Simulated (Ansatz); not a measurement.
## Single-point calculation of HfN

The run: single-point calculation of HfN (P3m1, 12 atoms in the cell). Method and program: DFT PBEsol, scalar-relativistic, plane waves, PAW, no spin polarisation (Ansatz 0.2.0).

The structure derives from an entry of the Crystallography Open Database. It belongs to a series of runs on one base structure; here: the crystal opened by +0.50 A across the cut. Figures and captions count atoms from 1; the log counts them from 0 in places.

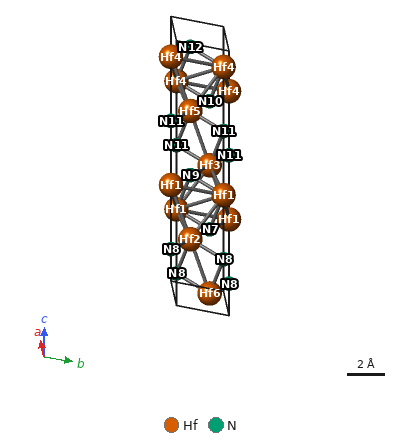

Figure 1. The input geometry (ball-and-stick view of the cell of the calculation, set on other vectors, seen at an oblique angle; atoms are numbered from 1 in the order of the input). An atom can appear more than once, as a periodic image. Near neighbours in the periodic cell (some may lie outside the picture): Hf has 12 Hf at 3.18 Å and 6 N at 2.25 Å; Hf has 9 Hf at 3.18 Å and 6 N at 2.25 to 2.57 Å; N has 6 Hf at 2.25 to 2.57 Å.

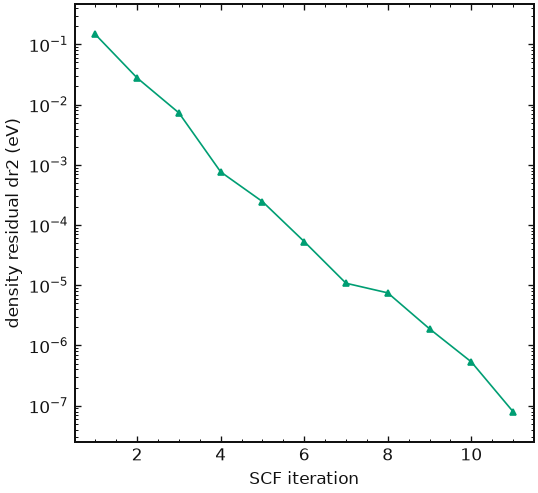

Figure 2. Convergence of the self-consistent field: density residual dr2 against the SCF iteration. The residual falls at every step.

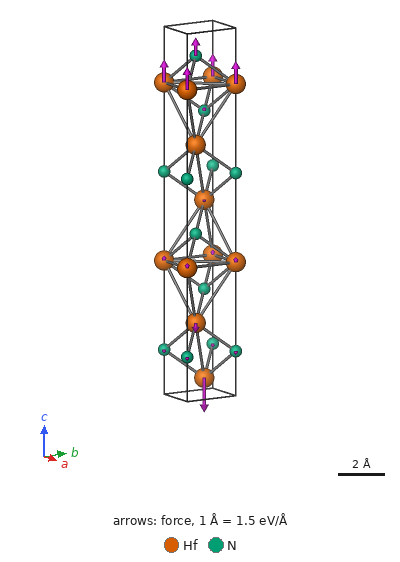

Figure 3. Forces on the atoms as pink arrows (ball-and-stick view of the cell of the calculation, set on other vectors, seen slightly off an axis); the smallest are left out. The largest act on Hf6 (2.29 eV/Å); Hf4 (1.52 eV/Å); N12 (1.21 eV/Å). Atoms are counted from 1 in the order of the input and aren't labelled in the picture. The geometry is not a stationary point of this energy.

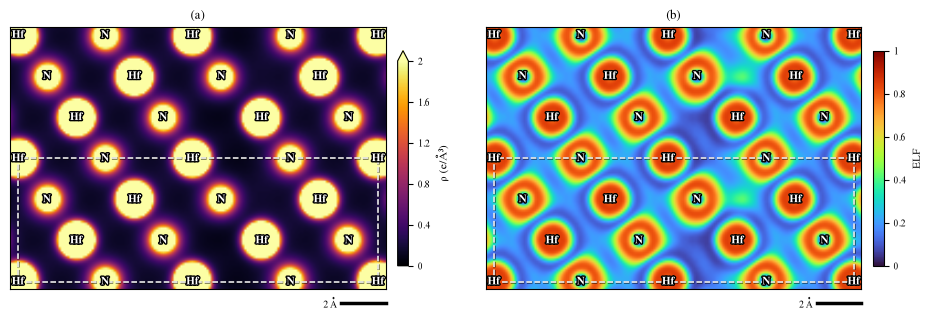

Figure 4. (a) valence charge density (pseudo); (b) electron localisation function on the (110) plane of the conventional cell. Atoms in the plane: Hf and N. Hf–N (2.25 Å): ρ is about 0.54 e/Å³ halfway; the ELF is about 0.20 at the midpoint (no shared pair; the contact is polar). Hf–Hf (3.18 Å): ρ at the midpoint is about 0.19 e/Å³; the ELF is about 0.15 at the midpoint; no localised pair between them. Hf–N (2.57 Å): ρ at the midpoint is about 0.26 e/Å³; the ELF is about 0.10 at the midpoint; a polar contact without a shared pair, in a metal. Away from the nuclei the density in this plane falls to 0.09 e/Å³ at its lowest. The strong features right at Hf lie inside the PAW spheres (semicore, d or f shells) and say nothing about bonding. Core electrons are frozen (PAW), so the fields are smoothed inside the atomic spheres.

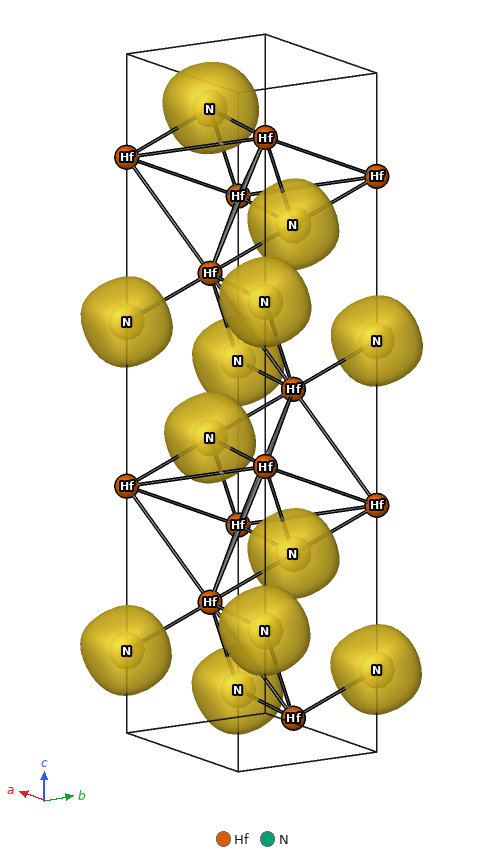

Figure 5. Isosurface of the electron localisation function at 0.6 (yellow), seen at an oblique angle. Only the valence region is drawn (cores and ρ < 0.01 e/Å³ removed). Sticks mark near contacts. The outline is the cell set on symmetry axes. Along the contacts the grid gives the following. Hf–N (2.25 Å): the ELF is about 0.20 at the midpoint; a polar contact without a shared pair, in a metal. Hf–Hf (3.18 Å): the ELF is about 0.15 at the midpoint; no shared electron pair.

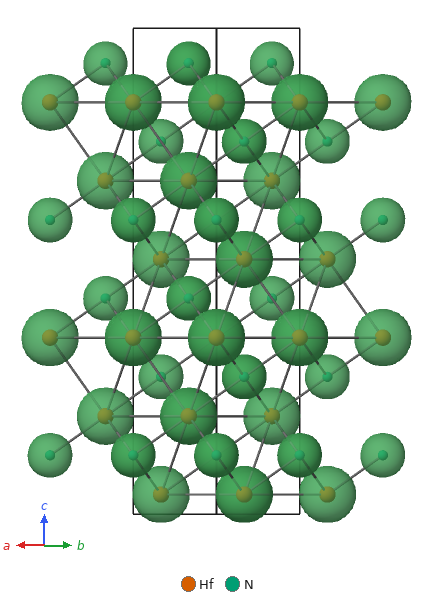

Figure 6. Isosurface of the valence pseudo-density at 1 e/Å³ (green), seen along [110]. Sticks mark near contacts. The outline is the cell set on symmetry axes. At this value the density breaks into separate islands; it holds about 80 % of the electrons treated as valence (semicore included). It is pinched off along the Hf–N (2.25 Å), Hf–Hf (3.18 Å) and Hf–N (2.57 Å) contacts. On the grid the lowest density along these lines, outside the cores, is 0.52 e/Å³ (Hf–N, 2.25 Å), 0.19 e/Å³ (Hf–Hf, 3.18 Å) and 0.26 e/Å³ (Hf–N, 2.57 Å).

The input that produced these results follows, with the program's output.

**Input**
```yaml
crystal:
  lattice:
    - [2.2507757577, -2.2507757577, 0.0]
    - [2.2507757577, 0.0, -2.2507757577]
    - [9.2917781652, 9.2917781652, 9.2917781652]
  atoms:
    - { symbol: Hf, position: [1.0, 0.0, 0.3633495738] }
    - { symbol: Hf, position: [0.3333333333, 0.3333333333, 0.2018608744] }
    - { symbol: Hf, position: [0.6666666667, 0.6666666667, 0.5248382733] }
    - { symbol: Hf, position: [1.0, 1.0, 0.8478156723] }
    - { symbol: Hf, position: [0.3333333333, 0.3333333333, 0.6863269728] }
    - { symbol: Hf, position: [0.6666666667, 0.6666666667, 0.0403721749] }
    - { symbol: "N", position: [0.6666666667, 0.6666666667, 0.2826052241] }
    - { symbol: "N", position: [0.0, 0.0, 0.1211165246] }
    - { symbol: "N", position: [0.3333333333, 0.3333333333, 0.4440939236] }
    - { symbol: "N", position: [0.6666666667, 0.6666666667, 0.7670713225] }
    - { symbol: "N", position: [1.0, 1.0, 0.6055826231] }
    - { symbol: "N", position: [0.3333333333, 0.3333333333, 0.928560022] }
basis:
  ecutwfc: 420
kpoints:
  mp_grid: { grid: [21, 21, 4] }
hamiltonian:
  xc: pbesol
scf:
  occupations: { method: gaussian, width: 0.15 }
output:
  forces: true
  stress: true
  eigenvalues: true
  write_density: true
  write_potential: true
  elf: true
  volumetric_format: npy
```

Run as:
```bash
ansatz run input.yaml --threads 2 --pin off --max-ram 5120MiB --backend cpu --events-out ev --progress --plain --runs-dir out
```

**Log**
```
Engine: ansatz 0.2.0, x86_64-unknown-linux-gnu
Pseudopotentials: kind: paw
Pseudopotential: Hf, paw, valence charge 26, recommended cutoff 420 eV (normal), Hf.paw.azcp
Pseudopotential: N, paw, valence charge 5, recommended cutoff 420 eV (normal), N.paw.azcp
Functional definition: PBEsol
  exchange = pbesol_x
  correlation = pbesol_c
Crystal: 12 atoms, lattice volume = 141.216 Å³
Basis set: ecut = 420 eV, 2777 PW (Γ), exchange–correlation on 48×48×216 points (8 copies of the dense FFT grid, shifted against one another)
Bands: 112, of which v1, the nominal top of the filled ones, is band 93 counted from 1 (92 counted from 0)
Symmetry: 6 space group operations
Space group: P3m1 (ITA 156), of the structure as read, at distance tolerance 5.2e-5 Å
k-points: 181 of 1764 (time reversal used)
Non-local potential: Hf, projectors of the file, l = 0: 3, l = 1: 2, l = 2: 2, l = 3: 3
Non-local potential: N, projectors of the file, l = 0: 2, l = 1: 2, l = 2: 1
PAW form: soft (Blöchl's): semilocal exchange-correlation on the pseudo side does not see the compensation charge
PAW frozen core: Hf, regenerated for the run's functional, and the local potential with it (the file was generated under x = pbe(κ = 0.804, μ = 0.2195149727645171), c = pbe(β = 0.06672455060314922))
PAW frozen core: N, regenerated for the run's functional, and the local potential with it (the file was generated under x = pbe(κ = 0.804, μ = 0.2195149727645171), c = pbe(β = 0.06672455060314922))
PAW one-centre angular grid: Hf, 590 points (default); XC on 64 Gauss nodes
PAW one-centre angular grid: N, 110 points (default); XC on 64 Gauss nodes
Initial density: superposition of atomic densities (neutral atoms: chi_scale 0, normalization atom), corrected by the library's trained network
Initial wavefunctions: pseudopotential atomic-orbital guess
Functional: x = pbesol(κ = 0.804, μ = 0.12345679012345678), c = pbesol(β = 0.046)
SCF iter   1: F=—  HF=-95880.612532 eV  |F-HF|=—  |Δ(HF+E_count)|=         —  Δρ=8.75e-3  dr2=1.46e-1  ethr=1.77e-3  ⟨swp⟩=4.6  Hψ=59886  notcnv=0  defer=10
preconditioner: auto → Kerker (q_TF=auto, 2.856 Å⁻¹)  [metal: Δε(μ)=0.004 eV  Ē_g=17.942 eV  σ=0.150 eV  W_gap=0.01  n_scr=68 (ndim 8)  ℏωp=41.2 eV  f_vac=0.000  D(μ)=3.62/eV (n_scr^D=10)]
SCF iter   2: F=—  HF=-95880.586061 eV  |F-HF|=—  |Δ(HF+E_count)|=   2.65e-2  Δρ=2.74e-3  dr2=2.77e-2  ethr=7.86e-5  ⟨swp⟩=2.0  Hψ=26022  notcnv=0  defer=10
SCF iter   3: F=—  HF=-95880.583285 eV  |F-HF|=—  |Δ(HF+E_count)|=   2.78e-3  Δρ=1.10e-3  dr2=7.28e-3  ethr=1.49e-5  ⟨swp⟩=1.9  Hψ=20019  notcnv=0  defer=10
SCF iter   4: F=—  HF=-95880.582839 eV  |F-HF|=—  |Δ(HF+E_count)|=   4.47e-4  Δρ=5.27e-4  dr2=7.62e-4  ethr=3.91e-6  ⟨swp⟩=2.0  Hψ=28319  notcnv=0  defer=10
SCF iter   5: F=—  HF=-95880.582396 eV  |F-HF|=—  |Δ(HF+E_count)|=   4.43e-4  Δρ=2.41e-4  dr2=2.45e-4  ethr=4.10e-7  ⟨swp⟩=2.1  Hψ=29447  notcnv=0  defer=10
SCF iter   6: F=—  HF=-95880.582368 eV  |F-HF|=—  |Δ(HF+E_count)|=   2.80e-5  Δρ=1.05e-4  dr2=5.31e-5  ethr=1.32e-7  ⟨swp⟩=2.1  Hψ=30628  notcnv=0  defer=10
SCF iter   7: F=—  HF=-95880.582368 eV  |F-HF|=—  |Δ(HF+E_count)|=   6.82e-7  Δρ=4.87e-5  dr2=1.08e-5  ethr=2.85e-8  ⟨swp⟩=2.0  Hψ=30181  notcnv=0  defer=10
SCF iter   8: F=—  HF=-95880.582368 eV  |F-HF|=—  |Δ(HF+E_count)|=   4.88e-8  Δρ=2.83e-5  dr2=7.47e-6  ethr=5.80e-9  ⟨swp⟩=2.0  Hψ=35042  notcnv=0  defer=10
SCF iter   9: F=—  HF=-95880.582367 eV  |F-HF|=—  |Δ(HF+E_count)|=   1.58e-6  Δρ=1.28e-5  dr2=1.89e-6  ethr=4.02e-9  ⟨swp⟩=2.0  Hψ=30145  notcnv=0  defer=10
SCF iter  10: F=—  HF=-95880.582367 eV  |F-HF|=—  |Δ(HF+E_count)|=   2.21e-7  Δρ=7.56e-6  dr2=5.34e-7  ethr=1.02e-9  ⟨swp⟩=2.0  Hψ=29867  notcnv=0  defer=10
SCF iter  11: F=-95880.582367 eV  HF=-95880.582367 eV  |F-HF|=7.94e-8  |Δ(HF+E_count)|=   5.69e-9  Δρ=4.16e-6  dr2=7.96e-8  ethr=5.38e-11  ⟨swp⟩=13.9  Hψ=175848  notcnv=0
SCF 1 converged in 11 iterations: F = -95880.582367 eV  dr2 = 7.96e-8
  greatest PAW one-centre occupation: 0.998 electrons in one spin orbital (limit 2), on the Hf atom at site 5 (counted from 0), in its partial waves of l = 3
SCF converged after 11 iterations
Free energy (F): -95880.582367 eV
Harris-Foulkes:  -95880.582367 eV  (|F-HF|=7.94e-8)
Internal energy: -95880.541350 eV  (E = F + TS)
E sigma→0 (E₀):  -95880.561858 eV
Entropy (-TS):   -0.041016 eV (-3.418 meV/atom)
Fermi energy:    23.122511 eV
--- Per-component energies (eV) ---
  E_band       = 967.424828
  E_kinetic    = 3333.880644
  E_local      = -29536.529934  (includes V_loc(G=0)·N_el)
  E_nonlocal   = -7156.778756
  E_hartree    = 13989.923899
  E_xc         = -2150.712469
  E_vxc        = -2062.703042  (∫ρ·V_xc dr)
  E_paw        = -41575.845395  (= ΣΔE_a)
  E_vpaw       = 8409.713779  (= ΣTr[D̂ρ^β])
  E_aug_tail   = 0.000554  (compensation charges beyond the density's cutoff)
  E_ewald      = -32792.155035
  E_core_change = 7.675142  (= ΣΔE_core)
  E_smearing   = -0.041016  (= −TS)
  E_closure    = -0.000000  (closes the sum)
  Σ components = -95880.582367   (vs F -95880.582367, Δ=0.00e0)
--- Forces (eV/Å), atoms counted from 1 ---
  atom   1  Hf     0.19424930     0.19424930     0.19424930
  atom   2  Hf    -0.38949392    -0.38949392    -0.38949392
  atom   3  Hf    -0.10997948    -0.10997948    -0.10997948
  atom   4  Hf     0.87630939     0.87630939     0.87630939
  atom   5  Hf     0.08741272     0.08741272     0.08741272
  atom   6  Hf    -1.31962737    -1.31962737    -1.31962737
  atom   7  N      0.01586686     0.01586686     0.01586686
  atom   8  N     -0.14050856    -0.14050856    -0.14050856
  atom   9  N      0.00930128     0.00930128     0.00930128
  atom  10  N      0.14491059     0.14491059     0.14491059
  atom  11  N     -0.06900362    -0.06900362    -0.06900362
  atom  12  N      0.70053133     0.70053133     0.70053133
  max |Σ_I F_I| component: 3.15e-5 eV/Å
--- Stress (GPa, compression-positive) ---
       -5.239916      -2.297684      -2.297684
       -2.297684      -5.239916      -2.297684
       -2.297684      -2.297684      -5.239916
  P = ⅓ Tr σ = -5.2399 GPa (-52.399 kbar)
--- Band table (eV; the first three rows and the last of 181) ---
  k-point 0: bands = ["-39.6769", "-39.5166", "-39.5060", "-39.4906", "-39.4629", "-39.4296", "-8.8925", "-8.7240", "-8.5991", "-8.2914", "-8.1329", "-8.0839", "-8.0839", "-8.0035", "-8.0035", "-7.9767", "-7.9767", "-7.9655", "-7.9655", "-7.9530", "-7.9335", "-7.9335", "-7.9046", "-7.9046", "5.7085", "6.1693", "6.5730", "7.4454", "7.8280", "8.4273", "10.3626", "10.3649", "10.3649", "10.3807", "10.4088", "10.4088", "10.4483", "10.5357", "10.5402", "10.5402", "10.5568", "10.5646", "10.5646", "10.5705", "10.5720", "10.5781", "10.5781", "10.5899", "10.5992", "10.5992", "10.6090", "10.6135", "10.6135", "10.6135", "10.6276", "10.6276", "10.6383", "10.6383", "10.6474", "10.6500", "10.6563", "10.6563", "10.6607", "10.6629", "10.6629", "10.6748", "10.6767", "10.6795", "10.6963", "10.6963", "10.7222", "10.8067", "14.2682", "15.3132", "15.7545", "16.9650", "16.9650", "17.3867", "17.3867", "17.8862", "17.8862", "17.8957", "18.3499", "18.8573", "18.8573", "19.5174", "19.5174", "20.1501", "20.6304", "20.6304", "22.5037", "22.8423", "22.8423", "23.1361", "23.3729", "23.4936", "23.4936", "23.9216", "23.9216", "24.2857", "24.5418", "25.0317", "25.0546", "25.0546", "25.2953", "25.2953", "25.7272", "25.7272", "26.1020", "26.3452", "26.5481", "26.5481"]
  k-point 1: bands = ["-39.6769", "-39.5166", "-39.5059", "-39.4906", "-39.4629", "-39.4296", "-8.8860", "-8.7519", "-8.5587", "-8.3314", "-8.1030", "-8.0839", "-8.0839", "-8.0036", "-8.0036", "-7.9762", "-7.9762", "-7.9660", "-7.9660", "-7.9619", "-7.9334", "-7.9334", "-7.9046", "-7.9046", "5.7249", "6.1042", "6.6708", "7.3298", "7.9159", "8.4063", "10.3626", "10.3649", "10.3649", "10.3807", "10.4088", "10.4088", "10.4483", "10.5358", "10.5401", "10.5401", "10.5586", "10.5653", "10.5653", "10.5700", "10.5713", "10.5774", "10.5774", "10.5880", "10.5992", "10.5992", "10.6023", "10.6138", "10.6138", "10.6150", "10.6275", "10.6275", "10.6383", "10.6383", "10.6484", "10.6500", "10.6563", "10.6563", "10.6607", "10.6629", "10.6629", "10.6767", "10.6795", "10.6902", "10.6963", "10.6963", "10.7222", "10.7951", "14.3378", "15.0325", "16.1122", "16.9737", "16.9737", "17.3503", "17.3503", "17.4295", "17.9537", "17.9537", "18.7505", "18.7505", "18.8191", "19.6264", "19.6264", "19.9625", "20.5787", "20.5787", "22.5758", "22.8804", "22.8804", "23.0585", "23.3728", "23.3728", "23.4808", "24.0692", "24.0956", "24.0956", "24.7509", "24.9509", "24.9509", "25.1838", "25.2773", "25.2773", "25.7676", "25.9166", "25.9166", "26.0982", "26.2085", "26.2085"]
  k-point 2: bands = ["-39.6769", "-39.5166", "-39.5059", "-39.4907", "-39.4629", "-39.4296", "-8.8779", "-8.7750", "-8.5159", "-8.3748", "-8.0839", "-8.0839", "-8.0759", "-8.0036", "-8.0036", "-7.9757", "-7.9757", "-7.9734", "-7.9665", "-7.9665", "-7.9333", "-7.9333", "-7.9047", "-7.9047", "5.7447", "6.0477", "6.7760", "7.2141", "7.9884", "8.3810", "10.3626", "10.3649", "10.3649", "10.3807", "10.4088", "10.4088", "10.4483", "10.5359", "10.5399", "10.5399", "10.5618", "10.5661", "10.5661", "10.5680", "10.5708", "10.5766", "10.5766", "10.5853", "10.5990", "10.5991", "10.5991", "10.6140", "10.6140", "10.6153", "10.6275", "10.6275", "10.6383", "10.6383", "10.6487", "10.6500", "10.6563", "10.6563", "10.6607", "10.6630", "10.6630", "10.6767", "10.6795", "10.6963", "10.6963", "10.7084", "10.7222", "10.7798", "14.4499", "14.8058", "16.5069", "16.9831", "16.9831", "16.9904", "17.3171", "17.3171", "18.0265", "18.0265", "18.6485", "18.6485", "19.2783", "19.6269", "19.7275", "19.7275", "20.5193", "20.5193", "22.6578", "22.9298", "22.9298", "22.9862", "23.2706", "23.2706", "23.6158", "23.8796", "24.2919", "24.2919", "24.7444", "24.7444", "24.9509", "25.3884", "25.4467", "25.4467", "25.4973", "25.8019", "25.8019", "25.8305", "26.1827", "26.1827"]
  k-point 180: bands = ["-39.6298", "-39.4547", "-39.4529", "-39.4355", "-39.4324", "-39.3884", "-8.6579", "-8.6449", "-8.6403", "-8.6151", "-8.5907", "-8.5888", "-8.5032", "-8.4710", "-8.4694", "-8.4346", "-8.4188", "-8.3962", "-8.2481", "-8.1425", "-8.1406", "-8.1381", "-8.1160", "-8.0996", "7.4504", "7.5007", "7.5062", "7.5153", "7.5207", "8.7130", "10.3718", "10.3857", "10.3888", "10.4050", "10.4078", "10.4245", "10.4342", "10.5669", "10.5712", "10.5796", "10.5859", "10.5923", "10.5999", "10.6006", "10.6018", "10.6064", "10.6110", "10.6152", "10.6184", "10.6207", "10.6216", "10.6218", "10.6246", "10.6267", "10.6314", "10.6341", "10.6363", "10.6377", "10.6412", "10.6428", "10.6505", "10.6534", "10.6628", "10.6631", "10.6703", "10.6785", "10.6918", "10.6967", "10.7046", "10.7085", "10.7330", "10.7341", "15.9559", "15.9738", "15.9790", "15.9866", "16.4151", "16.4590", "17.4768", "17.5131", "17.5209", "17.5239", "17.5765", "17.6074", "17.6148", "17.6230", "17.6270", "17.8632", "18.4335", "18.5116", "23.5684", "23.7567", "23.8684", "23.8969", "23.9189", "24.3499", "25.0928", "25.1018", "25.2864", "25.4640", "25.5153", "26.1351", "27.0431", "27.1218", "27.2662", "27.5701", "27.6310", "27.7066", "28.1581", "28.7632", "28.8548", "28.9592"]
```

**Key numbers**

```json
{"quantity": "outcome", "value": "converged"}
{"quantity": "space group (tolerance 0.01 Å)", "value": "P3m1 (156)"}
{"quantity": "electrons treated", "value": "186"}
{"quantity": "free energy", "value": "−95880.5824 eV"}
{"quantity": "Fermi energy", "value": "23.123 eV"}
{"quantity": "gap on the k-point mesh", "value": "none (metallic)"}
{"quantity": "pressure", "value": "−5.24 GPa"}
{"quantity": "largest force (length of the vector)", "value": "2.286 eV/Å"}
{"quantity": "hardware", "value": "2 threads of Intel Xeon @ 2.90GHz (Ice Lake), 192 GiB of memory available, shared host"}
{"quantity": "wall time", "value": "3.4 min (CPU time 6.8 min)"}
{"quantity": "peak memory", "value": "2 GiB"}
```

**Notes**

Spin–orbit coupling is left out, which matters for Hf. The cell is under a tension of 5.2 GPa at this level, so it is not at its equilibrium volume.
